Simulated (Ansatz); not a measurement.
# Single-point calculation, with input and output: GaSb (part 1 of 2)

System: GaSb (2 atoms in the cell).
Method: DFT, PBE, paw_fr, spin-orbit coupling (Ansatz 0.2.0).

The structure derives from an entry of the Crystallography Open Database. Figures and captions count atoms from 1; the log counts them from 0 in places.

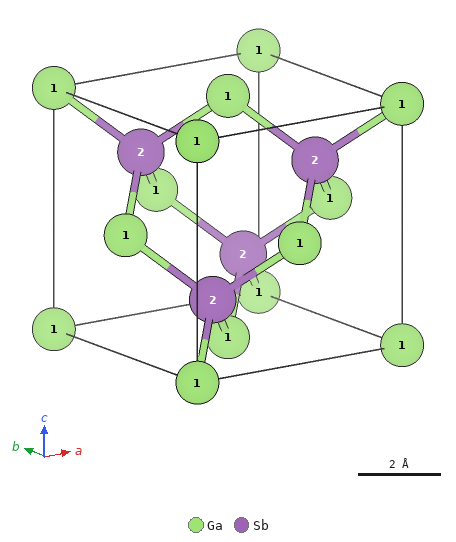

The structure (ball-and-stick view of the cell 4 times as large as that of the calculation, set on its symmetry axes, seen at an oblique angle; atoms are numbered from 1 in the order of the input). An atom can appear more than once, as a periodic image. Near neighbours in the periodic cell (some may lie outside the picture): Ga has 4 Sb at 2.65 Å; Sb has 4 Ga at 2.65 Å.

**The input**
```yaml
crystal:
  lattice:
    - [0.0, 3.059, 3.059]
    - [3.059, 0.0, 3.059]
    - [3.059, 3.059, 0.0]
  atoms:
    - { symbol: Ga, position: [0.0, 0.0, 0.0] }
    - { symbol: Sb, position: [0.75, 0.75, 0.75] }
kpoints:
  mp_grid: { grid: [12, 12, 12] }
  band_path:
    path:
      - [0.0, 0.0, 0.0]
      - [-0.5, -0.5, 0.0]
      - [-0.375, -0.375, 0.25]
      - [-0.375, 0.0, 0.375]
      - [0.0, 0.0, 0.0]
      - [0.0, 0.0, 0.5]
      - [-0.5, -0.25, 0.25]
      - [-0.5, -0.5, 0.0]
    npoints: 5
scf:
  occupations: { method: fermi_dirac, width: 0.08 }
  mixing: { algorithm: broyden, beta: 0.9 }
hamiltonian:
  xc: pbe
  pseudopotentials: { kind: paw_fr }
output:
  forces: true
  stress: true
  eigenvalues: true
  efg: { contact_densities: true }
  write_density: true
  write_potential: true
  elf: true
  volumetric_format: npy
magnetization:
  noncollinear: true
  spin_orbit: true
accuracy: medium
```

Hardware: 1 thread of Arm Neoverse V2, 24 GiB of memory available, shared host.

Launched with:
```bash
ansatz run input.yaml --threads 1 --pin off --max-ram 2048MiB --backend cpu --events-out ev --progress --plain --runs-dir out
```

**The program's output**
```
Engine: ansatz 0.2.0, aarch64-unknown-linux-gnu
Pseudopotentials: kind: paw_fr
Pseudopotential: Ga, paw_fr, valence charge 13, recommended cutoff 420 eV (normal), Ga.paw.azcp#standard-fr
Pseudopotential: Sb, paw_fr, valence charge 15, recommended cutoff 420 eV (normal), Sb.paw.azcp#standard-fr
Functional definition: PBE
  parameter kappa = 0.804
  parameter beta = 0.06672455060314922
  exchange = pbe_x(kappa = kappa, mu = beta*pi^2/3)
  correlation = pbe_c(beta = beta)
non-collinear run that drives no moment, with spin-orbit: no starting moment large enough to seed its density (crystal.atoms[].spin), no starting occupations that ask for one, no magnetisation constraint and no magnetic field, so the semilocal B_xc is pinned to zero
Crystal: 2 atoms, lattice volume = 57.249 Å³
Basis set: ecut = 420 eV, 1139 PW (Γ), exchange–correlation on 60×60×60 points (8 copies of the dense FFT grid, shifted against one another)
Bands: 36, of which v1, the nominal top of the filled ones, is band 28 counted from 1 (27 counted from 0)
Symmetry: 24 space group operations + 24 with time reversal
Magnetic group: BNS 216.75 (UNI 1577), of the structure as read, at distance tolerance 3.9e-5 Å
k-points: 72 of 1728 (time reversal used)
Projection manifold: j_resolved (fully-relativistic pseudo-atomic orbitals)
Non-local potential: Ga, projectors of the file, l = 0: 2, l = 1: 4, l = 2: 6, l = 3: 2
Non-local potential: Sb, projectors of the file, l = 0: 2, l = 1: 4, l = 2: 4, l = 3: 4
PAW form: soft (Blöchl's): semilocal exchange-correlation on the pseudo side does not see the compensation charge
PAW one-centre angular grid: Ga, 590 points (default); XC on 64 Gauss nodes
PAW one-centre angular grid: Sb, 590 points (default); XC on 96 Gauss nodes
Initial density: superposition of atomic densities (chi_scale 0.1, normalization cell, long waves kept (reshape's long-wave potential 0.00 eV rms))
Initial wavefunctions: pseudopotential atomic-orbital guess
Functional: x = pbe(κ = 0.804, μ = 0.2195149727645171), c = pbe(β = 0.06672455060314922)
SCF iter   1: F=—  HF=-10270.371301 eV  |F-HF|=—  |Δ(HF+E_count)|=         —  Δρ=2.82e-2  dr2=3.66e-1  dr2_m=0.00e0 (ungated)  ethr=3.10e-3  |M|=0.00e0 ∫|m|=0.00e0 μB  |m|>n=0.0e0 m-floor=0.0e0 τ_xc=0.0e0  β_m=0.90  ⟨swp⟩=8.9  Hψ=13908  notcnv=0  defer=13
preconditioner: auto → Kerker (q_TF=auto, 2.422 Å⁻¹)  [metal: Δε(μ)=0.168 eV  Ē_g=14.763 eV  σ=0.080 eV  W_gap=0.43  n_scr=14 (ndim 8)  ℏωp=20.8 eV  f_vac=0.007  D(μ)=0.04/eV (n_scr^D=0)]
spin=Noncollinear: Kerker preconditioning applied to the charge; magnetization (m_x, m_y, m_z) channels mix plain (no charge-response kernel on spin).
SCF iter   2: F=—  HF=-10270.321299 eV  |F-HF|=—  |Δ(HF+E_count)|=   5.00e-2  Δρ=1.02e-2  dr2=7.90e-2  dr2_m=0.00e0 (ungated)  ethr=1.31e-3  |M|=0.00e0 ∫|m|=0.00e0 μB  |m|>n=0.0e0 m-floor=0.0e0 τ_xc=0.0e0  β_m=0.90  ⟨swp⟩=2.0  Hψ=3678  notcnv=0  defer=127  κ⁻¹=1.0e0(r=1)
SCF iter   3: F=—  HF=-10270.314335 eV  |F-HF|=—  |Δ(HF+E_count)|=   6.96e-3  Δρ=3.44e-3  dr2=1.18e-2  dr2_m=0.00e0 (ungated)  ethr=2.82e-4  |M|=0.00e0 ∫|m|=0.00e0 μB  |m|>n=0.0e0 m-floor=0.0e0 τ_xc=0.0e0  β_m=0.90  ⟨swp⟩=2.0  Hψ=4211  notcnv=0  defer=127  κ⁻¹=1.2e-1(r=2)
SCF iter   4: F=—  HF=-10270.318426 eV  |F-HF|=—  |Δ(HF+E_count)|=   4.09e-3  Δρ=3.89e-3  dr2=5.66e-3  dr2_m=0.00e0 (ungated)  ethr=4.23e-5  |M|=0.00e0 ∫|m|=0.00e0 μB  |m|>n=0.0e0 m-floor=0.0e0 τ_xc=0.0e0  β_m=0.90  ⟨swp⟩=2.0  Hψ=4643  notcnv=0  defer=127  κ⁻¹=4.5e-2(r=3)
SCF iter   5: F=—  HF=-10270.314952 eV  |F-HF|=—  |Δ(HF+E_count)|=   3.47e-3  Δρ=1.68e-3  dr2=1.35e-3  dr2_m=0.00e0 (ungated)  ethr=2.02e-5  |M|=0.00e0 ∫|m|=0.00e0 μB  |m|>n=0.0e0 m-floor=0.0e0 τ_xc=0.0e0  β_m=0.90  ⟨swp⟩=2.0  Hψ=4212  notcnv=0  defer=127  κ⁻¹=1.0e-2(r=4)
SCF iter   6: F=—  HF=-10270.314308 eV  |F-HF|=—  |Δ(HF+E_count)|=   6.44e-4  Δρ=3.96e-4  dr2=5.72e-5  dr2_m=0.00e0 (ungated)  ethr=4.83e-6  |M|=0.00e0 ∫|m|=0.00e0 μB  |m|>n=0.0e0 m-floor=0.0e0 τ_xc=0.0e0  β_m=0.90  ⟨swp⟩=2.3  Hψ=4173  notcnv=0  defer=127  κ⁻¹=3.5e-4(r=5)
SCF iter   7: F=—  HF=-10270.314361 eV  |F-HF|=—  |Δ(HF+E_count)|=   5.32e-5  Δρ=7.10e-5  dr2=2.40e-6  dr2_m=0.00e0 (ungated)  ethr=2.04e-7  |M|=0.00e0 ∫|m|=0.00e0 μB  |m|>n=0.0e0 m-floor=0.0e0 τ_xc=0.0e0  β_m=0.90  ⟨swp⟩=2.0  Hψ=3834  notcnv=0  defer=127  κ⁻¹=1.8e-5(r=6)
SCF iter   8: F=—  HF=-10270.314366 eV  |F-HF|=—  |Δ(HF+E_count)|=   4.60e-6  Δρ=2.27e-5  dr2=2.22e-7  dr2_m=0.00e0 (ungated)  ethr=8.59e-9  |M|=0.00e0 ∫|m|=0.00e0 μB  |m|>n=0.0e0 m-floor=0.0e0 τ_xc=0.0e0  β_m=0.90  ⟨swp⟩=2.0  Hψ=3806  notcnv=0  defer=127  κ⁻¹=3.5e-7(r=7)
SCF iter   9: F=—  HF=-10270.314366 eV  |F-HF|=—  |Δ(HF+E_count)|=   2.15e-7  Δρ=9.46e-6  dr2=5.56e-8  dr2_m=0.00e0 (ungated)  ethr=3.57e-10  |M|=0.00e0 ∫|m|=0.00e0 μB  |m|>n=0.0e0 m-floor=0.0e0 τ_xc=0.0e0  β_m=0.90  ⟨swp⟩=14.2  Hψ=19390  notcnv=0  κ⁻¹=1.9e-8(r=8)
SCF iter  10: F=—  HF=-10270.314366 eV  |F-HF|=—  |Δ(HF+E_count)|=   7.87e-8  Δρ=1.54e-5  dr2=8.80e-8  dr2_m=0.00e0 (ungated)  ethr=1.99e-10  |M|=0.00e0 ∫|m|=0.00e0 μB  |m|>n=0.0e0 m-floor=0.0e0 τ_xc=0.0e0  β_m=0.90  ⟨swp⟩=9.9  Hψ=19799  notcnv=0  κ⁻¹=2.6e-8(r=8)
SCF iter  11: F=-10270.314366 eV  HF=-10270.314366 eV  |F-HF|=4.37e-11  |Δ(HF+E_count)|=   1.07e-7  Δρ=8.40e-7  dr2=2.67e-10  dr2_m=0.00e0 (ungated)  ethr=1.99e-10  |M|=0.00e0 ∫|m|=0.00e0 μB  |m|>n=0.0e0 m-floor=0.0e0 τ_xc=0.0e0  ⟨swp⟩=8.9  Hψ=15077  notcnv=0
SCF 1 converged in 11 iterations: F = -10270.314366 eV  dr2 = 2.67e-10
  greatest PAW one-centre occupation: 0.995 electrons in one spin orbital (limit 2), on the Sb atom at site 1 (counted from 0), in its partial waves of l = 2
```

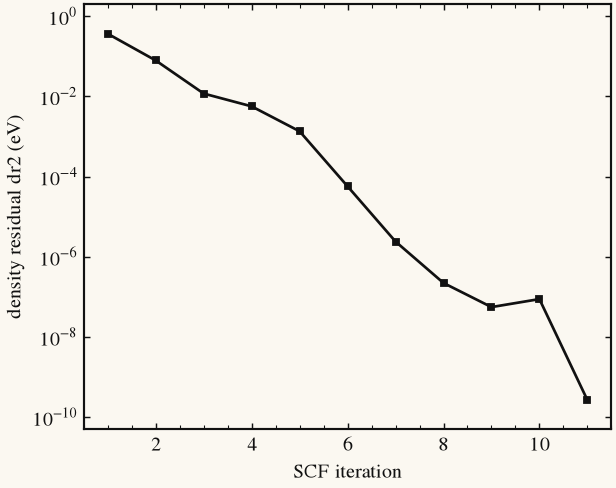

Convergence of the self-consistent field: density residual dr2 against the SCF iteration. The residual falls almost steadily, with no more than small rises.

```
NSCF: frozen V_eff on 36 k-points
SCF converged after 11 iterations
Stability not checked: this state was not tested for a lower state beside it, because the mixer in use, unlike msr1, does not test its closes by its own steps (another_mixer; see scf.mixing.algorithm and scf.lower_state_search)
Magnetization: |M| = 0.0000 μB,  M = (+0.0000, +0.0000, +0.0000) μB
Absolute magnetization: 0.0000 μB (∫|m|)
  site 0: m = (+0.0000, +0.0000, +0.0000) μB, |m| = 0.0000 μB  (R = 1.09 Å)
  site 1: m = (+0.0000, +0.0000, +0.0000) μB, |m| = 0.0000 μB  (R = 1.09 Å)
Free energy (F): -10270.314366 eV
Harris-Foulkes:  -10270.314366 eV  (|F-HF|=4.37e-11)
Internal energy: -10270.313408 eV  (E = F + TS)
E sigma→0 (E₀):  -10270.313887 eV
Entropy (-TS):   -0.000958 eV (-0.479 meV/atom)
Fermi energy:    7.959915 eV
--- Per-component energies (eV) ---
  E_band       = -260.680056
  E_kinetic    = 323.297282
  E_local      = -3913.872656  (includes V_loc(G=0)·N_el)
  E_nonlocal   = 787.660159
  E_hartree    = 1801.727945
  E_xc         = -207.604124
  E_vxc        = -154.219966  (∫ρ·V_xc dr)
  E_paw        = -6567.602778  (= ΣΔE_a)
  E_vpaw       = -907.001225  (= ΣTr[D̂ρ^β])
  E_aug_tail   = -0.000097  (compensation charges beyond the density's cutoff)
  E_ewald      = -2493.919138
  E_smearing   = -0.000958  (= −TS)
  E_closure    = -0.000000  (closes the sum)
  Σ components = -10270.314366   (vs F -10270.314366, Δ=0.00e0)
--- Forces (eV/Å), atoms counted from 1 ---
  atom   1  Ga    -0.00000000    -0.00000000    -0.00000000
  atom   2  Sb     0.00000000    -0.00000000    -0.00000000
  max |Σ_I F_I| component: 5.55e-17 eV/Å
--- Stress (GPa, compression-positive) ---
        2.368211       0.000000      -0.000000
       -0.000000       2.368211       0.000000
        0.000000       0.000000       2.368211
  P = ⅓ Tr σ = 2.3682 GPa (23.682 kbar)
--- PAW observables at the nuclei: V_zz in 10²¹ V/m², potentials from the cell's mean, atoms counted from 1 ---
  atom   1  Ga V_zz =    +0.000000   η = 0.0000   by run symmetry: forbidden
            electrostatic potential = -4131.382802 V   contact ρ = 187552.078802 e/Å³
  atom   2  Sb V_zz =    +0.000000   η = 0.0000   by run symmetry: forbidden
            electrostatic potential = -8414.558921 V   contact ρ = 1353897.741748 e/Å³
--- Band table (eV; the first three rows and the last of 72) ---
  k-point 0: bands = ["-21.7539", "-21.7539", "-21.7539", "-21.7539", "-20.5240", "-20.5240", "-20.5116", "-20.5116", "-20.5116", "-20.5116", "-7.5475", "-7.5475", "-7.5475", "-7.5475", "-7.1112", "-7.1112", "-7.0777", "-7.0777", "-7.0777", "-7.0777", "-3.7617", "-3.7617", "7.2179", "7.2179", "7.7478", "7.7478", "7.9326", "7.9326", "7.9326", "7.9326", "10.3529", "10.3529", "10.5674", "10.5674", "10.5674", "10.5674"]
  k-point 1: bands = ["-21.7539", "-21.7538", "-21.7537", "-21.7537", "-20.5239", "-20.5239", "-20.5116", "-20.5116", "-20.5114", "-20.5113", "-7.5486", "-7.5478", "-7.5478", "-7.5461", "-7.1113", "-7.1113", "-7.0786", "-7.0786", "-7.0784", "-7.0758", "-3.6901", "-3.6901", "6.3487", "6.3487", "7.3523", "7.3523", "7.8022", "7.8027", "8.6333", "8.6333", "10.5695", "10.5695", "10.7410", "10.7458", "10.7784", "10.7784"]
  k-point 2: bands = ["-21.7537", "-21.7537", "-21.7533", "-21.7533", "-20.5234", "-20.5234", "-20.5117", "-20.5117", "-20.5108", "-20.5108", "-7.5491", "-7.5488", "-7.5488", "-7.5448", "-7.1113", "-7.1113", "-7.0809", "-7.0809", "-7.0777", "-7.0732", "-3.4796", "-3.4796", "4.9864", "4.9864", "7.0711", "7.0711", "7.5123", "7.5128", "8.7296", "8.7296", "10.9489", "10.9489", "11.1197", "11.1285", "11.6774", "11.6774"]
  k-point 71: bands = ["-21.7528", "-21.7520", "-21.7517", "-21.7516", "-20.5216", "-20.5203", "-20.5100", "-20.5100", "-20.5097", "-20.5093", "-7.5728", "-7.5543", "-7.5368", "-7.5316", "-7.1368", "-7.0927", "-7.0878", "-7.0809", "-7.0714", "-7.0677", "-1.2683", "-1.2619", "0.9800", "1.0946", "4.1633", "4.4905", "4.5992", "4.6157", "11.1715", "11.5585", "12.0332", "12.0792", "12.0797", "12.1732", "12.4771", "12.4881"]
```
